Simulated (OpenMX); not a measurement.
**A series of single points on Re**

System: Re (P6₃/mmc, 2 atoms in the cell).
Method: Kohn-Sham DFT of a periodic cell, LDA, OpenMX 2013 LDA set, no spin polarisation (OpenMX 3.8.5).

The 7 runs differ only in the geometry, by an even scaling of the cell at fixed fractional positions. The structure derives from an entry of the Crystallography Open Database.

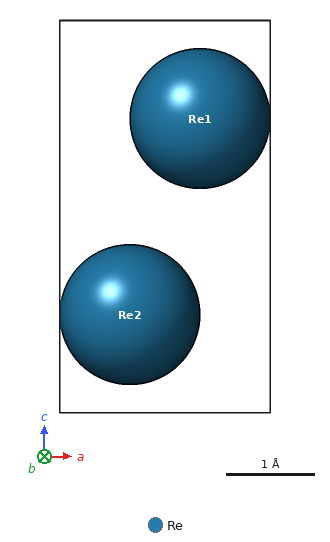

Figure 1. The structure of run 4 (spheres-only view of the cell of the calculation, along the b axis; atoms are numbered from 1 in the order of the input). An atom can appear more than once, as a periodic image.

### Input of run 4
```
System.CurrrentDirectory             ./
System.Name                          Re
DATA.PATH                            ./DFT_DATA13
level.of.stdout                      1
level.of.fileout                     1
Species.Number                       1
<Definition.of.Atomic.Species
  Re  Re7.0-s3p2d2f1         Re_CA13
Definition.of.Atomic.Species>

Atoms.Number                         2
Atoms.SpeciesAndCoordinates.Unit     FRAC
<Atoms.SpeciesAndCoordinates
    1  Re    0.6666666667    0.3333333333    0.7500000000   7.500  7.500
    2  Re    0.3333333333    0.6666666667    0.2500000000   7.500  7.500
Atoms.SpeciesAndCoordinates>

Atoms.UnitVectors.Unit               Ang
<Atoms.UnitVectors
     2.7608000000    0.0000000000    0.0000000000
    -1.3804000000    2.3909229348    0.0000000000
     0.0000000000    0.0000000000    4.4582000000
Atoms.UnitVectors>

scf.XcType                           LDA
scf.SpinPolarization                 off
scf.ElectronicTemperature            580.226
scf.energycutoff                     400.0
scf.maxIter                          100
scf.EigenvalueSolver                 band
scf.Kgrid                            11 11 7
scf.Mixing.Type                      rmm-diisk
scf.Init.Mixing.Weight               0.05
scf.Min.Mixing.Weight                0.001
scf.Max.Mixing.Weight                0.3
scf.Mixing.History                   25
scf.Mixing.StartPulay                8
scf.criterion                        1.0e-8
scf.stress.tensor                    on
MD.Type                              nomd
Band.dispersion                      on
Band.Nkpath                          9
<Band.kpath
   11   0.000000  0.000000  0.000000    0.500000  0.000000  0.000000  G M
    7   0.500000  0.000000  0.000000    0.333333  0.333333  0.000000  M K
   13   0.333333  0.333333  0.000000    0.000000  0.000000  0.000000  K G
    6   0.000000  0.000000  0.000000    0.000000  0.000000  0.500000  G A
   11   0.000000  0.000000  0.500000    0.500000  0.000000  0.500000  A L
    7   0.500000  0.000000  0.500000    0.333333  0.333333  0.500000  L H
   13   0.333333  0.333333  0.500000    0.000000  0.000000  0.500000  H A
    6   0.500000  0.000000  0.500000    0.500000  0.000000  0.000000  L M
    6   0.333333  0.333333  0.000000    0.333333  0.333333  0.500000  K H
Band.kpath>
```

Command:
```bash
openmx Re.dat -nt 1 > Re.std
```

Run 5 has the same physical settings and fractional positions; its lattice vectors (Å) are:
```
   2.779084    0.000000    0.000000
  -1.389542    2.406757    0.000000
   0.000000    0.000000    4.487725
```

### Results, with one run withheld

```csv
run,volume per atom (Å³),"free energy per atom, from the lowest run given (meV)"
1,13.831,24.12
2,14.125,3.45
3,14.420,0.00
4,14.714,11.66
5,15.008,?
6,15.303,74.35
7,15.597,122.65
```

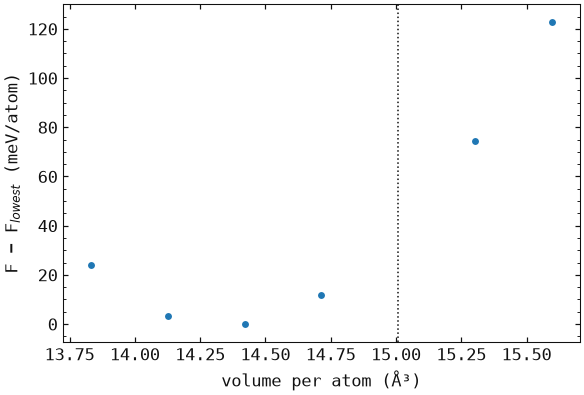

Figure 2. Free energy per atom of the runs given; the dotted line marks run 5.

What should run 5 give?

A cubic polynomial in V^(−2/3) (the Birch–Murnaghan form), fitted to the 6 runs given, misses them by at most 0.07 meV per atom. With x = V^(−2/3) − 0.16707 Å⁻², it reads F = 7.554 − 6900.6 x + 1.444e+06 x² + 2.1884e+06 x³ (meV per atom). At run 5 it gives 36.88 meV per atom, and the run itself gives 36.87. The fit has its minimum at 14.337 Å³ per atom, where V d²F/dV² gives 416 GPa. Cell shape and fractional positions are held, so this is the stiffness under even scaling; the relaxed bulk modulus wasn't computed.

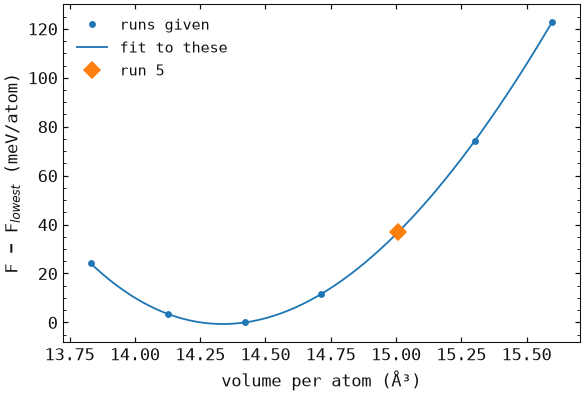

Figure 3. The fit and the withheld run.

### Some lines of the output (run 5)
```
[...]
  Cell_Volume =    202.561428419641 (Bohr^3)
        Total energy (Hartree) at MD = 1
   kloop=0
   kloop=1
   kloop=423
```

Notes: Spin–orbit coupling is left out, which matters for Re. With a small basis of atomic orbitals these values can differ much from converged plane-wave results.
